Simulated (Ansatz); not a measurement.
Geometry relaxation, with input and output: Zn$_{8}$O$_{7}$ (part 2 of 2)

Continued. System: Zn$_{8}$O$_{7}$ (defect cell, 15 atoms in the cell). Method: DFT PBE, scalar-relativistic, plane waves, PAW, no spin polarisation (Ansatz 0.2.0); cutoff 420 eV, 3×3×3 k-mesh, Gaussian smearing of 0.01 eV. The structure derives from a Materials Project entry. It belongs to a series of runs on one base structure; here: O vacancy (site b), charge +0, atoms relaxed at the host's cell.

Geometry of the input (Å; fractional positions):
```
0.0000  0.0000  -5.2932
-3.2794  5.6801  0.0000
6.5588  0.0000  0.0000
Zn 0.4858  0.1712  0.3340
Zn 0.4994  0.6667  0.3333
Zn 0.4994  0.1667  0.8333
Zn 0.4994  0.6667  0.8333
Zn 1.0076  0.3399  0.1699
Zn 1.0169  0.8409  0.1826
Zn 0.9993  0.3345  0.6697
Zn 0.9994  0.8333  0.6667
O  0.1203  0.6667  0.3333
O  0.1203  0.1667  0.8333
O  0.1203  0.6667  0.8333
O  0.6203  0.3333  0.1667
O  0.6203  0.8333  0.1667
O  0.6203  0.3333  0.6667
O  0.6203  0.8333  0.6667
```

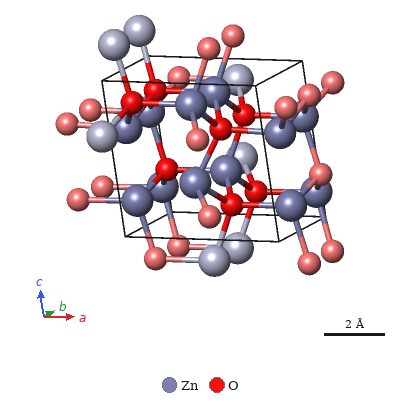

Figure 1. The geometry at step 3 of the log (ball-and-stick view of the cell of the calculation, seen slightly off an axis; neighbours outside the cell are drawn fainter).

## What the program printed, continued
```
SCF iter   1: F=—  HF=-30526.027395 eV  |F-HF|=—  |Δ(HF+E_count)|=         —  Δρ=1.49e-5  dr2=6.08e-7  ethr=4.39e-10  ⟨swp⟩=1.0  Hψ=2828  notcnv=0
preconditioner: auto → Resta (q_TF=auto, 2.571 Å⁻¹)  ε∞=7.9  [insulator: Δε(μ)=1.889 eV  Ē_g=11.850 eV  σ=0.010 eV  W_gap=1.00  n_scr=58 (ndim 8)  ℏωp=31.1 eV  f_vac=0.029  D(μ)=0.00/eV (n_scr^D=0)  ε∞_Penn≈7.9]
SCF iter   2: F=—  HF=-30526.027476 eV  |F-HF|=—  |Δ(HF+E_count)|=   8.04e-5  Δρ=8.96e-6  dr2=2.70e-7  ethr=4.39e-10  ⟨swp⟩=2.0  Hψ=2004  notcnv=0
SCF iter   3: F=—  HF=-30526.027476 eV  |F-HF|=—  |Δ(HF+E_count)|=   8.63e-8  Δρ=7.80e-6  dr2=1.34e-7  ethr=1.96e-10  ⟨swp⟩=2.0  Hψ=1966  notcnv=0
SCF iter   4: F=-30526.027476 eV  HF=-30526.027476 eV  |F-HF|=9.46e-10  |Δ(HF+E_count)|=   6.40e-9  Δρ=2.72e-6  dr2=8.72e-9  ethr=7.25e-11  ⟨swp⟩=8.1  Hψ=7478  notcnv=0
SCF 5 converged in 4 iterations: F = -30526.027476 eV  dr2 = 8.72e-9
relax step   5: F+E_penalty+E_count = -30526.02747563 eV  Δ(F+E_penalty+E_count) = -1.772e-7 eV  max|allowed force component| = 5.882e-3 eV/Å  Δτ_max = 0.0000 Å  (4 SCF iters, accepted)
SCF converged after 4 iterations
Free energy (F): -30526.027476 eV
Harris-Foulkes:  -30526.027476 eV  (|F-HF|=9.46e-10)
Internal energy: -30526.027476 eV  (E = F + TS)
E sigma→0 (E₀):  -30526.027476 eV
Fermi energy:    7.778136 eV
--- Per-component energies (eV) ---
  E_band       = 147.911045
  E_kinetic    = 2257.763439
  E_local      = -16042.820303  (includes V_loc(G=0)·N_el)
  E_nonlocal   = 5283.036100
  E_hartree    = 6591.000810
  E_xc         = -1601.139995
  E_vxc        = -1058.394323  (∫ρ·V_xc dr)
  E_paw        = -15757.831019  (= ΣΔE_a)
  E_vpaw       = -3473.691791  (= ΣTr[D̂ρ^β])
  E_aug_tail   = 0.014065  (compensation charges beyond the density's cutoff)
  E_ewald      = -11256.050573
  E_smearing   = -0.000000  (= −TS)
  E_closure    = -0.000000  (closes the sum)
  Σ components = -30526.027476   (vs F -30526.027476, Δ=0.00e0)
--- Forces (eV/Å), atoms counted from 1 ---
  atom   1  Zn    -0.00107069     0.00217434     0.00587576
  atom   2  Zn     0.00102310    -0.00116581     0.00339845
  atom   3  Zn    -0.00044022    -0.00044156     0.00341958
  atom   4  Zn    -0.00179449    -0.00036073     0.00230144
  atom   5  Zn     0.00088107     0.00205923    -0.00440141
  atom   6  Zn     0.00105186    -0.00486922    -0.00267911
  atom   7  Zn    -0.00115908     0.00028620    -0.00074471
  atom   8  Zn     0.00220387    -0.00035032    -0.00092506
  atom   9  O     -0.00321678     0.00120043    -0.00427695
  atom  10  O     -0.00007644     0.00517756    -0.00393045
  atom  11  O      0.00418476    -0.00190926    -0.00567669
  atom  12  O     -0.00215153    -0.00164013     0.00092047
  atom  13  O     -0.00135074    -0.00077472     0.00141762
  atom  14  O      0.00120100    -0.00116549     0.00210239
  atom  15  O      0.00072372     0.00178892     0.00310896
  max |Σ_I F_I| component: 8.97e-5 eV/Å
--- Band table (eV; the first three rows and the last of 14) ---
  k-point 0: bands = ["-11.2206", "-10.6600", "-10.6590", "-10.6428", "-10.5658", "-10.4594", "-10.4580", "0.6129", "0.6134", "0.6219", "0.7431", "0.7441", "0.7537", "0.8616", "0.8619", "0.8624", "0.8771", "0.8946", "0.8959", "0.9885", "1.0361", "1.0366", "1.2136", "1.2138", "1.2598", "1.3386", "1.3809", "1.3815", "1.4844", "1.4846", "1.4993", "1.6516", "1.6520", "1.6889", "1.7331", "1.7331", "1.7394", "1.7931", "1.7934", "1.8305", "1.8999", "1.9012", "2.0499", "2.0501", "2.0779", "2.0798", "2.0800", "2.1135", "2.4210", "2.5547", "2.5561", "2.9394", "3.1991", "3.2005", "3.6340", "3.6344", "4.2165", "4.2682", "4.6870", "4.7279", "4.7284", "5.0399", "5.0405", "5.5012", "5.5717", "5.5721", "5.9020", "6.1278", "6.1279", "9.0460", "10.6769", "10.6793", "11.0404", "11.8414", "12.3518", "12.3531", "13.0642", "13.6521", "13.6561", "13.9088", "13.9097", "14.2599", "14.7742", "15.7549"]
  k-point 1: bands = ["-11.1022", "-10.8170", "-10.6674", "-10.6296", "-10.5427", "-10.4676", "-10.4552", "0.5003", "0.6625", "0.6702", "0.7081", "0.7833", "0.8150", "0.8548", "0.8713", "0.8864", "0.9155", "0.9604", "1.0034", "1.0137", "1.0833", "1.1073", "1.2071", "1.2217", "1.2675", "1.2717", "1.3267", "1.3503", "1.4111", "1.4673", "1.4713", "1.5493", "1.5705", "1.5838", "1.6210", "1.6878", "1.7050", "1.7581", "1.8351", "1.8385", "1.8812", "1.9419", "2.0218", "2.0633", "2.1026", "2.1468", "2.1784", "2.2889", "2.5206", "2.6700", "2.6942", "2.8781", "3.3167", "3.3559", "3.6233", "3.7877", "4.0097", "4.0258", "4.3454", "4.7722", "4.8583", "5.0586", "5.0819", "5.2270", "5.3548", "5.5123", "5.8458", "6.0014", "6.3036", "8.7227", "10.2655", "10.5259", "11.1014", "11.8512", "13.0299", "13.2607", "13.6575", "13.8639", "13.9325", "14.3317", "14.3645", "14.5530", "14.9747", "15.7633"]
  k-point 2: bands = ["-11.1020", "-10.8172", "-10.6665", "-10.6306", "-10.5425", "-10.4686", "-10.4540", "0.5010", "0.6620", "0.6702", "0.7082", "0.7827", "0.8150", "0.8541", "0.8712", "0.8862", "0.9157", "0.9607", "1.0031", "1.0140", "1.0835", "1.1071", "1.2076", "1.2218", "1.2675", "1.2715", "1.3264", "1.3509", "1.4114", "1.4675", "1.4709", "1.5488", "1.5703", "1.5839", "1.6208", "1.6882", "1.7046", "1.7584", "1.8347", "1.8382", "1.8805", "1.9422", "2.0220", "2.0636", "2.1028", "2.1468", "2.1788", "2.2888", "2.5210", "2.6697", "2.6944", "2.8779", "3.3168", "3.3568", "3.6241", "3.7870", "4.0103", "4.0254", "4.3447", "4.7723", "4.8583", "5.0596", "5.0815", "5.2264", "5.3542", "5.5126", "5.8458", "6.0016", "6.3036", "8.7233", "10.2627", "10.5252", "11.1014", "11.8524", "13.0307", "13.2602", "13.6599", "13.8624", "13.9337", "14.3307", "14.3631", "14.5526", "14.9768", "15.7648"]
  k-point 13: bands = ["-10.8336", "-10.8150", "-10.7587", "-10.6107", "-10.5967", "-10.5347", "-10.5150", "0.3830", "0.5647", "0.5918", "0.6453", "0.6514", "0.7305", "0.7504", "0.7685", "0.7919", "0.8770", "0.8976", "0.9113", "1.0215", "1.0247", "1.0724", "1.0991", "1.1422", "1.1429", "1.1840", "1.2466", "1.2472", "1.3735", "1.3817", "1.4450", "1.4818", "1.5524", "1.5768", "1.5964", "1.6425", "1.6474", "1.6963", "1.8204", "1.8537", "1.8610", "1.9606", "2.0056", "2.0097", "2.0281", "2.0579", "2.1846", "2.4605", "2.8502", "2.9304", "3.2422", "3.3328", "3.4436", "3.8041", "3.9191", "3.9629", "4.2898", "4.5367", "4.5944", "4.7150", "4.9089", "4.9556", "5.1464", "5.1813", "5.2636", "5.4454", "5.4741", "5.5841", "6.8336", "9.4556", "9.5496", "9.8776", "11.6112", "11.6180", "12.9654", "13.0861", "13.2713", "14.1301", "14.6679", "14.6782", "14.6933", "14.9379", "15.2401", "15.5618"]
--- Relaxed structure (5 steps of the walk, 5 accepted, 0 SCFs on fresh bases) ---
  F+E_penalty+E_count = -30526.02747563 eV   max|allowed force component| = 5.882e-3 eV/Å
  atoms:
    - { symbol: Zn, position: [0.4557628156587115, 0.16790740374261712, 0.3349423752428988] }
    - { symbol: Zn, position: [0.5045427987166572, 0.6672524355174513, 0.3333372378576133] }
    - { symbol: Zn, position: [0.5046107724259175, 0.16941812094244735, 0.8356236788663544] }
    - { symbol: Zn, position: [0.504550701290438, 0.6673071174101577, 0.8357164574689586] }
    - { symbol: Zn, position: [1.006999433287955, 0.3236269983543271, 0.1789346736378708] }
    - { symbol: Zn, position: [1.007312796290189, 0.8570530554545197, 0.1793277486830556] }
    - { symbol: Zn, position: [1.007181550708853, 0.3237962259171259, 0.6464992423585983] }
    - { symbol: Zn, position: [1.0034273011190142, 0.8344776191344409, 0.6679288947929809] }
    - { symbol: O, position: [0.12072768048465052, 0.6659653512017039, 0.3308787862162599] }
    - { symbol: O, position: [0.12077545456530389, 0.17157005596865085, 0.8366306068357856] }
    - { symbol: O, position: [0.12072220171606159, 0.6661729695485129, 0.8367389129154016] }
    - { symbol: O, position: [0.6232139026238986, 0.33023155893342726, 0.17267415238007325] }
    - { symbol: O, position: [0.623428177243245, 0.8435143189581111, 0.1726742402967511] }
    - { symbol: O, position: [0.623326800911966, 0.3303017992565054, 0.6594721592001188] }
    - { symbol: O, position: [0.6226376531571378, 0.8345780853600008, 0.668143763647279] }
```

## Trajectory as extended XYZ (Å, eV, eV/Å), 5 frames, from step=1 to step=5
```
15
Lattice="0.0000 0.0000 -5.2932 -3.2794 5.6801 0.0000 6.5588 0.0000 0.0000" Properties=species:S:1:pos:R:3:forces:R:3 step=1 energy=-30525.77772
Zn    1.6292    0.9727   -2.5712    0.0789  -0.2901   0.3829
Zn    0.0000    3.7867   -2.6434   -0.0230   0.1055  -0.2603
Zn    4.9191    0.9467   -2.6434   -0.0102  -0.0755  -0.0795
Zn    3.2794    3.7867   -2.6434    0.0465   0.1029  -0.0898
Zn   -0.0005    1.9306   -5.3332    0.5124  -0.7762   0.2321
Zn   -1.5598    4.7763   -5.3828   -0.8725   0.8392   0.4451
Zn    3.2953    1.8999   -5.2898   -0.5936  -0.2414  -0.1146
Zn    1.6397    4.7334   -5.2900    0.2427   0.0435   0.1333
O     0.0000    3.7867   -0.6367    0.3123  -0.0301  -0.1617
O     4.9191    0.9467   -0.6367    0.0834   0.0962   0.0418
O     3.2794    3.7867   -0.6367    0.2482   0.0696   0.0886
O     0.0000    1.8934   -3.2834    0.0400   0.0239  -0.2512
O    -1.6397    4.7334   -3.2834    0.0760   0.2025  -0.3054
O     3.2794    1.8934   -3.2834   -0.0903  -0.0664  -0.0742
O     1.6397    4.7334   -3.2834   -0.0509  -0.0037   0.0128
15
Lattice="0.0000 0.0000 -5.2932 -3.2794 5.6801 0.0000 6.5588 0.0000 0.0000" Properties=species:S:1:pos:R:3:forces:R:3 step=2 energy=-30525.94128
Zn    1.6351    0.9601   -2.5163    0.0541  -0.1647   0.2558
Zn   -0.0031    3.7887   -2.6494   -0.0030   0.0406  -0.1432
Zn    4.9205    0.9514   -2.6490   -0.0043  -0.0303  -0.0672
Zn    3.2876    3.7860   -2.6534    0.0155   0.0406  -0.0719
Zn    0.0516    1.8958   -5.3368    0.2727  -0.4426   0.1751
Zn   -1.5863    4.8363   -5.3787   -0.5241   0.4324   0.3246
Zn    3.2393    1.8700   -5.3128   -0.3290  -0.1452  -0.0519
Zn    1.6491    4.7367   -5.2919    0.0999   0.0142   0.0448
O    -0.0147    3.7885   -0.6254    0.2477  -0.0069  -0.1560
O     4.9218    0.9615   -0.6317    0.0548   0.0198  -0.0050
O     3.2901    3.7791   -0.6370    0.1389   0.0979   0.0391
O     0.0206    1.8851   -3.2860    0.0188   0.0161  -0.1563
O    -1.6362    4.7506   -3.2932    0.0271   0.1607  -0.2029
O     3.2637    1.8825   -3.2956   -0.0521  -0.0313  -0.0056
O     1.6412    4.7343   -3.2837   -0.0173  -0.0012   0.0207
15
Lattice="0.0000 0.0000 -5.2932 -3.2794 5.6801 0.0000 6.5588 0.0000 0.0000" Properties=species:S:1:pos:R:3:forces:R:3 step=3 energy=-30526.02298
Zn    1.6446    0.9529   -2.4120    0.0155  -0.0002   0.0015
Zn   -0.0068    3.7916   -2.6718    0.0228  -0.0196   0.0219
Zn    4.9240    0.9606   -2.6695    0.0006   0.0005  -0.0133
Zn    3.2963    3.7908   -2.6723   -0.0299  -0.0219  -0.0092
Zn    0.1152    1.8394   -5.3340   -0.0441  -0.0176   0.0669
Zn   -1.6218    4.8885   -5.3470   -0.1074  -0.0572   0.0910
Zn    3.1739    1.8369   -5.3341    0.0360   0.0093   0.0297
Zn    1.6523    4.7376   -5.3091   -0.0564  -0.0065  -0.0226
O    -0.0238    3.7791   -0.6315    0.1108   0.0430  -0.0542
O     4.9241    0.9734   -0.6395    0.0048  -0.0097   0.0202
O     3.3014    3.7792   -0.6423    0.0558   0.0384   0.0273
O     0.0536    1.8727   -3.2893   -0.0427   0.0210  -0.0689
O    -1.6349    4.7936   -3.2953    0.0047  -0.0037  -0.0884
O     3.2391    1.8721   -3.2978    0.0218   0.0216  -0.0156
O     1.6433    4.7381   -3.2955    0.0074   0.0025   0.0142
15
Lattice="0.0000 0.0000 -5.2932 -3.2794 5.6801 0.0000 6.5588 0.0000 0.0000" Properties=species:S:1:pos:R:3:forces:R:3 step=4 energy=-30526.02747
Zn    1.6462    0.9537   -2.4125   -0.0011   0.0023   0.0060
Zn   -0.0019    3.7900   -2.6707    0.0010  -0.0012   0.0034
Zn    4.9251    0.9623   -2.6710   -0.0005  -0.0004   0.0034
Zn    3.2929    3.7904   -2.6707   -0.0018  -0.0004   0.0023
Zn    0.1123    1.8382   -5.3303    0.0009   0.0021  -0.0044
Zn   -1.6344    4.8681   -5.3319    0.0010  -0.0048  -0.0027
Zn    3.1784    1.8392   -5.3312   -0.0012   0.0004  -0.0008
Zn    1.6442    4.7399   -5.3114    0.0022  -0.0004  -0.0009
O    -0.0138    3.7827   -0.6390   -0.0032   0.0012  -0.0043
O     4.9246    0.9745   -0.6393   -0.0001   0.0052  -0.0039
O     3.3033    3.7839   -0.6390    0.0042  -0.0019  -0.0057
O     0.0496    1.8757   -3.2988   -0.0022  -0.0016   0.0009
O    -1.6337    4.7912   -3.3000   -0.0013  -0.0007   0.0014
O     3.2421    1.8761   -3.2994    0.0012  -0.0012   0.0021
O     1.6453    4.7405   -3.2958    0.0007   0.0018   0.0031
15
Lattice="0.0000 0.0000 -5.2932 -3.2794 5.6801 0.0000 6.5588 0.0000 0.0000" Properties=species:S:1:pos:R:3:forces:R:3 step=5 energy=-30526.02748
Zn    1.6462    0.9537   -2.4125   -0.0011   0.0022   0.0059
Zn   -0.0019    3.7900   -2.6707    0.0010  -0.0012   0.0034
Zn    4.9251    0.9623   -2.6710   -0.0004  -0.0004   0.0034
Zn    3.2929    3.7904   -2.6707   -0.0018  -0.0004   0.0023
Zn    0.1123    1.8382   -5.3303    0.0009   0.0021  -0.0044
Zn   -1.6344    4.8681   -5.3319    0.0011  -0.0049  -0.0027
Zn    3.1784    1.8392   -5.3312   -0.0012   0.0003  -0.0007
Zn    1.6442    4.7399   -5.3114    0.0022  -0.0003  -0.0009
O    -0.0138    3.7827   -0.6390   -0.0032   0.0012  -0.0043
O     4.9246    0.9745   -0.6393   -0.0001   0.0052  -0.0039
O     3.3033    3.7839   -0.6390    0.0042  -0.0019  -0.0057
O     0.0496    1.8757   -3.2988   -0.0022  -0.0016   0.0009
O    -1.6337    4.7912   -3.3000   -0.0014  -0.0008   0.0014
O     3.2421    1.8761   -3.2994    0.0012  -0.0012   0.0021
O     1.6453    4.7405   -3.2958    0.0007   0.0018   0.0031
```

## Key numbers

| quantity | value |
| --- | --- |
| outcome | converged |
| electrons treated | 138 |
| free energy | −30526.0275 eV |
| Fermi energy | 7.778 eV |
| gap on the k-point mesh | 1.89 eV |
| final volume | 197.20 Å³ |
| largest force (length of the vector) at the end | 0.007 eV/Å |
| hardware | 4 threads of AMD EPYC (Zen 3), 189 GiB of memory available, shared host |
| wall time | 1.9 min (CPU time 5.4 min) |
| peak memory | 0.75 GiB |
